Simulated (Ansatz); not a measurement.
```xyz
9
Lattice="3.0798 0.0000 0.0000 -1.5399 2.6672 0.0000 0.0000 0.0000 17.3912" Properties=species:S:1:pos:R:3 pbc="T T T"
Mo    1.5399    0.8891    5.7970
Mo    0.0000    0.0000    0.0000
Mo    0.0000    1.7781   11.5942
S     1.5399    0.8891    1.6097
S     0.0000    0.0000   13.2039
S     0.0000    1.7781    7.4067
S     1.5399    0.8891    9.9844
S     0.0000    0.0000    4.1873
S     0.0000    1.7781   15.7814
```

Space group R-3m; computed without spin polarisation; PAW files of the earlier set (soft_1).

Theory: DFT PBEsol+D3(BJ), scalar-relativistic, plane waves, PAW in Ansatz.

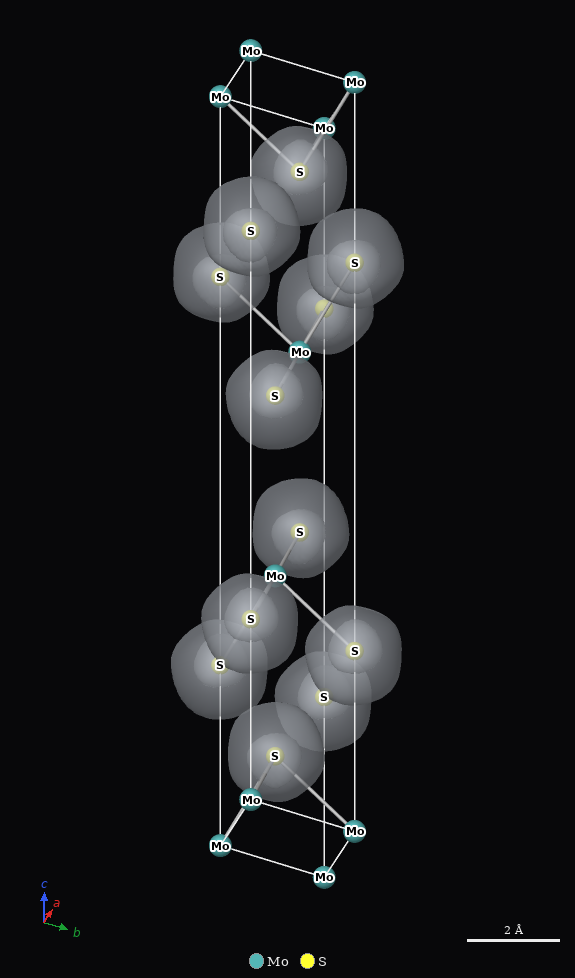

MoS2. Isosurface of the electron localisation function at 0.7 (grey), seen at an oblique angle. Only the valence region is drawn (cores and ρ < 0.01 e/Å³ removed). Sticks mark near contacts.

Describe the localisation domains.

The ELF exceeds this value in six regions wrapped around S (the valence shell of each), counted in one cell of 9 atoms. Regions shared between cells count once. Along the contacts the grid gives the following. Mo–S (2.40 Å): the ELF peaks at about 0.80 in the valence shell of S, 0.8 Å from its nucleus, and is about 0.40 at the midpoint.

Metal or insulator at this level of theory?

It is gapless in this calculation (a metal or semimetal); semilocal functionals without U, or without the true magnetic order, often close the gap of such compounds.
